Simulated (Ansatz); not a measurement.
# SrTiO3: what the fields show

```xyz
10
Lattice="0.0000 0.0000 3.8640 3.9870 -3.9870 0.0000 3.9870 3.9870 0.0000" Properties=species:S:1:pos:R:3 pbc="T T T"
Sr    2.0773   -1.9097    1.9320
Sr    2.0773    2.0773    1.9320
Ti    0.0903    0.0903    0.0000
Ti    4.0773    0.0903    0.0000
O     1.9501   -0.0258    0.0000
O     5.9371   -0.0258    0.0000
O     3.9612   -2.0369    0.0000
O     3.9612    1.9501    0.0000
O     3.9321   -0.0549    1.9320
O     3.9321    3.9321    1.9320
```

Space group Amm2; computed without spin polarisation.

These are results of Ansatz 0.2.0, DFT HSE06, scalar-relativistic, plane waves, PAW, not measurements.

The density is the valence pseudo-density of a PAW calculation; it isn't the true density close to the nuclei.

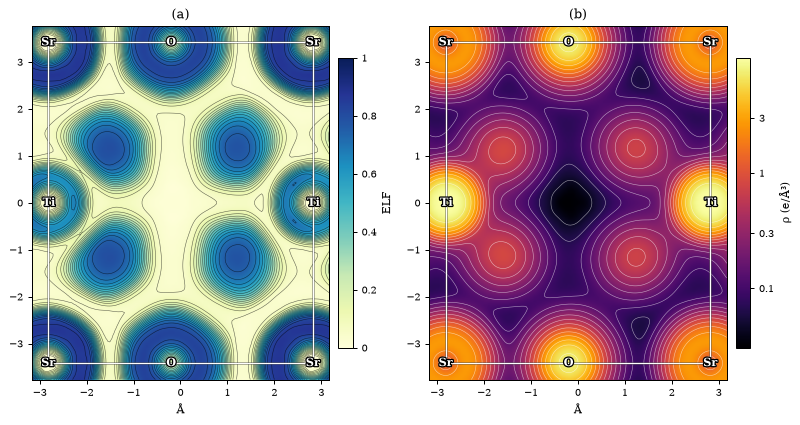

Figure 1. (a) ELF; (b) valence charge density (pseudo) on the (110) plane of the conventional cell.

### Interpret the plot.

Atoms in the plane: Sr, Ti and O.
Atoms just off the plane (O, 0.8 Å away) can leave unmarked features too.
Sr–O (2.62 Å): ρ at the midpoint is about 0.19 e/Å³; the ELF is about 0.05 at the midpoint; a closed-shell, largely ionic contact.
Sr–O (3.02 Å): ρ at the midpoint is about 0.09 e/Å³; the ELF is about 0.05 at the midpoint: an ionic contact with no shared pair.
Between the atoms the lowest density in this plane is 0.03 e/Å³.
The features right at Sr and Ti lie inside the PAW spheres, where the map follows smoothed inner orbitals and isn't to be read closely.

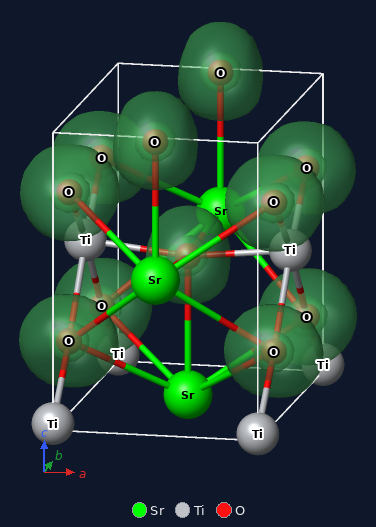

Figure 2. Isosurface of the electron localisation function at 0.7 (green), seen slightly off an axis. Core shells and regions of very low density are left out. Sticks mark near contacts.

### Describe the localisation domains.

At this value the surface marks out six regions wrapped around O (the valence shell of each), counted in one cell of 10 atoms. Regions shared between cells count once.


Ti–O (1.86 Å): the ELF peaks at about 0.80 in the valence shell of O, 0.6 Å from its nucleus, and is about 0.25 at the midpoint; no localised pair shows between them.

### Does the calculation give a band gap?

It is gapped, with a Kohn–Sham gap of 3.7 eV on the k-point mesh, an upper bound to the gap of this method.
